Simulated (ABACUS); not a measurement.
# Band-structure run, with input and output: MoS2 (part 2 of 2)

MoS2 (P-6m2, 3 atoms in the cell); Kohn-Sham DFT of a periodic cell, LDA, GBRV ultrasoft 1.5 LDA, no spin polarisation (ABACUS 3.10.1); cutoff 544.23 eV, fermi-dirac of 0.05 eV. The structure derives from a Materials Project entry. It belongs to a series of runs on one base structure; here: bands on the converged density.

Geometry of the input (Å; fractional positions):
```
3.1841  0.0000  0.0000
-1.5921  2.7575  0.0000
0.0000  0.0000  17.3346
Mo 0.0000  0.0000  0.0000
S  0.3333  0.6667  0.9105
S  0.3333  0.6667  0.0895
```

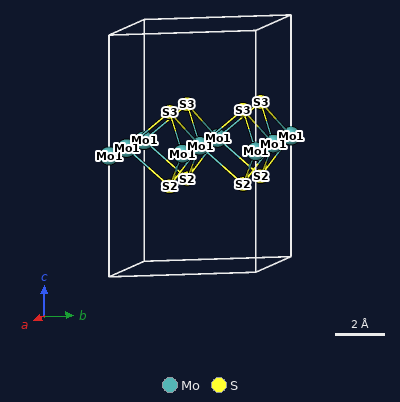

*The structure as given in the input (ball-and-stick view of the 2 × 2 repeat of the cell, with the vacuum cut short, seen slightly off an axis; atoms are numbered from 1 in the order of the input). An atom can appear more than once, as a periodic image.*

**What the program printed, continued**
```
 number of pseudo atomic orbitals for S is 2
WARNING: norm of atomic wavefunction # 2 of atomic type S is 0.999996, renormalized

 -------------------------------------------
 NONSELF-CONSISTENT
 -------------------------------------------
                                 init_chg = file
 try to read charge from file
 Read in the charge density: OUT.MoS2//MoS2-CHARGE-DENSITY.restart

 PW ALGORITHM --------------- ION=   1  ELEC=   1--------------------------------

 k(1/93) Iter steps (avg)=16 threshold=1e-07
 k(2/93) Iter steps (avg)=16 threshold=1e-07

 k(3/93) Iter steps (avg)=21 threshold=1e-07

 k(4/93) Iter steps (avg)=23 threshold=1e-07
 k(5/93) Iter steps (avg)=25 threshold=1e-07

 k(6/93) Iter steps (avg)=25 threshold=1e-07

 k(7/93) Iter steps (avg)=25 threshold=1e-07

 k(8/93) Iter steps (avg)=27 threshold=1e-07

 k(9/93) Iter steps (avg)=31 threshold=1e-07
 k(10/93) Iter steps (avg)=27 threshold=1e-07
 k(11/93) Iter steps (avg)=51 threshold=1e-07
 k(12/93) Iter steps (avg)=44 threshold=1e-07
 k(13/93) Iter steps (avg)=45 threshold=1e-07

 k(14/93) Iter steps (avg)=22 threshold=1e-07

 k(15/93) Iter steps (avg)=25 threshold=1e-07

 k(16/93) Iter steps (avg)=28 threshold=1e-07
 k(17/93) Iter steps (avg)=66 threshold=1e-07

 k(18/93) Iter steps (avg)=44 threshold=1e-07

 k(19/93) Iter steps (avg)=38 threshold=1e-07
 k(20/93) Iter steps (avg)=54 threshold=1e-07

 k(21/93) Iter steps (avg)=65 threshold=1e-07
 k(22/93) Iter steps (avg)=32 threshold=1e-07
 k(23/93) Iter steps (avg)=29 threshold=1e-07
 k(24/93) Iter steps (avg)=24 threshold=1e-07
[... levels at 24 k points of this process ...]

 Density error is 0.00000000000
                          Error Threshold = 1.00000000000e-07
----------------------------------------------------------
     Energy           Rydberg                 eV
----------------------------------------------------------
 E_KohnSham     -187.8537705065      -2555.8816696730
 E_KS(sigma->0) -187.8537705035      -2555.8816696321
 E_Harris       -187.8537705065      -2555.8816696730
 E_band         -31.7629812341       -432.1575302510
 E_one_elec     -901.9437769162      -12271.5746417016
 E_Hartree      451.9009484601       6148.4278306620
 E_xc           -36.0655253838       -490.6966465835
 E_Ewald        298.2545833394       4057.9617880318
 E_entropy(-TS) -0.0000000060        -0.0000000817
 E_descf        0.0000000000         0.0000000000
 E_exx          0.0000000000         0.0000000000
 E_Fermi        0.0277165867         0.3771035084
----------------------------------------------------------

 charge density convergence is achieved
 final etot is -2555.8816697 eV
 EFERMI = 0.37710350841 eV

 STATE ENERGY(eV) AND OCCUPATIONS    NSPIN == 1
 1/24 kpoint (Cartesian) = 0.0000 0.0000 0.0000 (4337 pws)
       1       -61.1781      0.0215054
       2       -35.3790      0.0215054
       3       -35.1650      0.0215054
       4       -35.1650      0.0215054
       5       -14.5107      0.0215054
       6       -13.1510      0.0215054
       7       -6.08823      0.0215054
       8       -3.12398      0.0215054
       9       -3.12398      0.0215054
      10       -2.19050      0.0215054
      11       -1.99766      0.0215054
      12       -1.99766      0.0215054
      13      -0.422584      0.0215054
      14        2.30544    3.82999e-19
      15        2.30544    3.82999e-19
      16        2.59732    1.11686e-21
      17        2.59732    1.11686e-21
      18        4.90708    9.67543e-42
      19        5.34051    1.66329e-45
      20        5.57211    1.61911e-47
      21        6.25163    2.02796e-53
      22        7.65761    1.24415e-65
      23        8.43288    2.29601e-72

 2/24 kpoint (Cartesian) = 0.015703 0.0090661 0.0000 (4323 pws)
       1       -61.1772      0.0215054
       2       -35.3771      0.0215054
       3       -35.1745      0.0215054
       4       -35.1671      0.0215054
       5       -14.4731      0.0215054
       6       -13.1360      0.0215054
       7       -6.04520      0.0215054
       8       -3.20941      0.0215054
       9       -3.08449      0.0215054
      10       -2.47283      0.0215054
      11       -2.05900      0.0215054
      12       -1.76612      0.0215054
      13      -0.439693      0.0215054
      14        2.24379    1.31426e-18
      15        2.37452    9.62126e-20
      16        2.48112    1.14111e-20
      17        2.55260    2.73168e-21
      18        4.97921    2.28616e-42
      19        5.38898    6.30882e-46
      20        5.72139    8.17893e-49
      21        6.32560    4.61907e-54
      22        7.70200    5.12029e-66
      23        8.61267    6.29902e-74

 3/24 kpoint (Cartesian) = 0.031406 0.018132 0.0000 (4353 pws)
       1       -61.1745      0.0215054
       2       -35.3718      0.0215054
       3       -35.2019      0.0215054
       4       -35.1734      0.0215054
       5       -14.3625      0.0215054
       6       -13.0920      0.0215054
       7       -5.92259      0.0215054
       8       -3.44085      0.0215054
       9       -2.96886      0.0215054
      10       -2.85427      0.0215054
      11       -2.22590      0.0215054
      12       -1.55444      0.0215054
      13      -0.504221      0.0215054
      14        2.12454    1.42716e-17
      15        2.21181    2.49163e-18
      16        2.43047    3.14240e-20
      17        2.56129    2.29563e-21
      18        5.15690    6.54297e-44
      19        5.53219    3.59791e-47
      20        6.08289    5.92577e-52
      21        6.59239    2.22471e-56
      22        7.83187    3.81292e-67
      23        9.07335    6.27902e-78

 4/24 kpoint (Cartesian) = 0.047109 0.027198 0.0000 (4369 pws)
       1       -61.1703      0.0215054
       2       -35.3634      0.0215054
       3       -35.2445      0.0215054
       4       -35.1831      0.0215054
       5       -14.1852      0.0215054
       6       -13.0215      0.0215054
       7       -5.74343      0.0215054
       8       -3.75610      0.0215054
       9       -3.24833      0.0215054
      10       -2.78571      0.0215054
      11       -2.45945      0.0215054
      12       -1.48221      0.0215054
      13      -0.647835      0.0215054
      14        1.93624    6.16628e-16
      15        2.07808    3.61468e-17
      16        2.26089    9.33650e-19
      17        2.81807    1.35077e-23
      18        5.40870    4.25228e-46
      19        5.76466    3.44176e-49
      20        6.43344    5.34348e-55
      21        7.14351    3.63275e-61
      22        8.03549    6.49615e-69
      23        9.20171    4.81955e-79

 5/24 kpoint (Cartesian) = 0.062812 0.036264 0.0000 (4367 pws)
       1       -61.1650      0.0215054
       2       -35.3528      0.0215054
       3       -35.2976      0.0215054
       4       -35.1953      0.0215054
       5       -13.9518      0.0215054
       6       -12.9290      0.0215054
       7       -5.56114      0.0215054
       8       -4.07176      0.0215054
       9       -3.64516      0.0215054
      10       -2.71969      0.0215054
      11       -2.55006      0.0215054
      12       -1.55656      0.0215054
      13      -0.885570      0.0215054
      14        1.76517    1.88792e-14
      15        2.07963    3.50417e-17
      16        2.18244    4.48337e-18
      17        3.09382    5.43778e-26
      18        5.72964    6.93372e-49
      19        6.07718    6.64249e-52
      20        6.74895    9.71402e-58
      21        7.78379    9.97320e-67
      22        8.27223    5.70568e-71
      23        9.05181    9.65974e-78

 6/24 kpoint (Cartesian) = 0.078514 0.045330 0.0000 (4370 pws)
       1       -61.1592      0.0215054
       2       -35.3560      0.0215054
       3       -35.3411      0.0215054
       4       -35.2088      0.0215054
       5       -13.6778      0.0215054
       6       -12.8211      0.0215054
       7       -5.48060      0.0215054
       8       -4.28352      0.0215054
       9       -4.03708      0.0215054
      10       -2.97568      0.0215054
      11       -2.28378      0.0215054
      12       -1.72116      0.0215054
      13       -1.16622      0.0215054
      14        1.73101    3.73822e-14
      15        1.91913    8.68326e-16
      16        2.41869    3.97709e-20
      17        3.34882    3.31530e-28
      18        6.10857    3.54542e-52
      19        6.45101    3.76021e-55
      20        7.07675    1.38086e-60
      21        8.07130    3.17408e-69
      22        8.34266    1.39498e-71
      23        8.96235    5.78115e-77

[... levels at 18 further k points ...]

 --------------------------------------------
 !FINAL_ETOT_IS -2555.881669672975 eV
 --------------------------------------------

 Output bands in file: OUT.MoS2/BANDS_1.dat
```

**Standard output**
```
ABACUS v3.10.1

               Atomic-orbital Based Ab-initio Computation at UStc

%%%%%%%%%%%%%%%%%%%%%%%%%%%%%%%%%%%%%%%%%%%%%%%%%%%%%%%%%%%%%%%%%%%%%%%%%%%%%%%%%%%%%%%%%%%%%%%%%%%%%%%%%
 Warning: the number of valence electrons in pseudopotential > 6 for Mo: [Kr] 4d5 5s1
 Pseudopotentials with additional electrons can yield (more) accurate outcomes, but may be less efficient.
 If you're confident that your chosen pseudopotential is appropriate, you can safely ignore this warning.
%%%%%%%%%%%%%%%%%%%%%%%%%%%%%%%%%%%%%%%%%%%%%%%%%%%%%%%%%%%%%%%%%%%%%%%%%%%%%%%%%%%%%%%%%%%%%%%%%%%%%%%%%

 UNIFORM GRID DIM        : 25 * 25 * 135
 UNIFORM GRID DIM(BIG)   : 36 * 36 * 192
 UNIFORM GRID DIM(DENSE) : 36 * 36 * 192
 ---------------------------------------------------------
 ---------------------------------------------------------
 SPIN    KPOINTS         PROCESSORS  THREADS
 1       93              4           4
 ---------------------------------------------------------
 Use plane wave basis
 ---------------------------------------------------------
 ELEMENT NATOM       XC
 Mo      1
 S       2
 ---------------------------------------------------------
 Initial plane wave basis and FFT box
 ---------------------------------------------------------
 -------------------------------------------
 NONSELF-CONSISTENT :
 -------------------------------------------
 START CHARGE      : file
 ITER       ETOT/eV          EDIFF/eV         DRHO     TIME/s
 DA1     -2.55588167e+03   0.00000000e+00   0.0000e+00  15.87
```

**Summary**

```json
{"quantity": "outcome", "value": "converged"}
{"quantity": "space group (tolerance 0.01 Å)", "value": "P-6m2 (187)"}
{"quantity": "electrons treated", "value": "26"}
{"quantity": "Fermi energy", "value": "0.427 eV"}
{"quantity": "gap on the band path", "value": "1.58 eV"}
{"quantity": "hardware", "value": "4 threads of Intel Xeon (Granite Rapids), 32 GiB of memory available, shared host"}
{"quantity": "wall time", "value": "22 s (CPU time 85 s)"}
{"quantity": "peak memory", "value": "1.8 GiB"}
```
